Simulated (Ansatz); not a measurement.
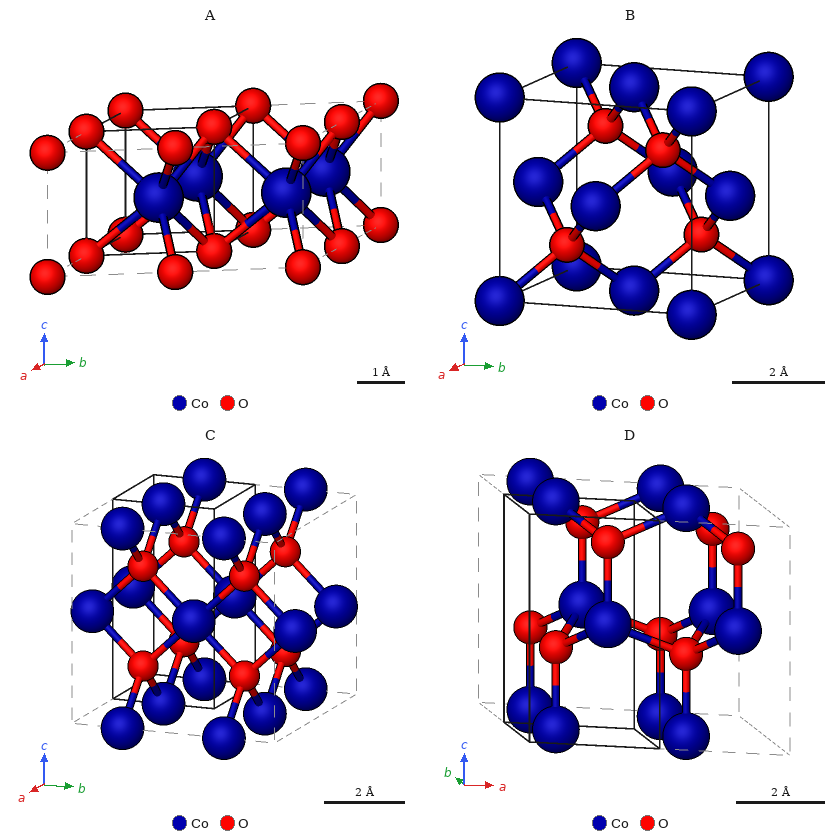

Four structures of CoO, each relaxed to rest (conventional cells in solid outline, small ones repeated, each panel with its own scale). Method: Ansatz 0.2.0, DFT PBE, scalar-relativistic, plane waves, PAW, with collinear spins.

Name the structure in each panel.

A: tungsten carbide (WC) type, P-6m2; B: zinc blende (sphalerite type), F-43m; C: 4 atoms a cell on a primitive tetragonal lattice, P4_2/mmc; D: wurtzite, P6_3mc.

Which of these is lowest in energy, and how far above it do the others lie?

C, then D (+103 meV/atom), B (+114 meV/atom) and A (+338 meV/atom), energies at zero smearing.

Collect the results in a table.

| panel | structure | E − E(lowest) (meV/atom) | volume (Å³/atom) | gap (eV) |
| --- | --- | --- | --- | --- |
| C | P4_2/mmc | 0 | 9.7 | metal |
| D | P6_3mc | 103 | 11.5 | 0.15 |
| B | F-43m | 114 | 11.4 | metal |
| A | P-6m2 | 338 | 9.4 | metal |

Some of these may be structure types tried for this composition rather than known phases, and the most stable form need not be among them. Gaps are taken on the k-mesh or band path of each run.
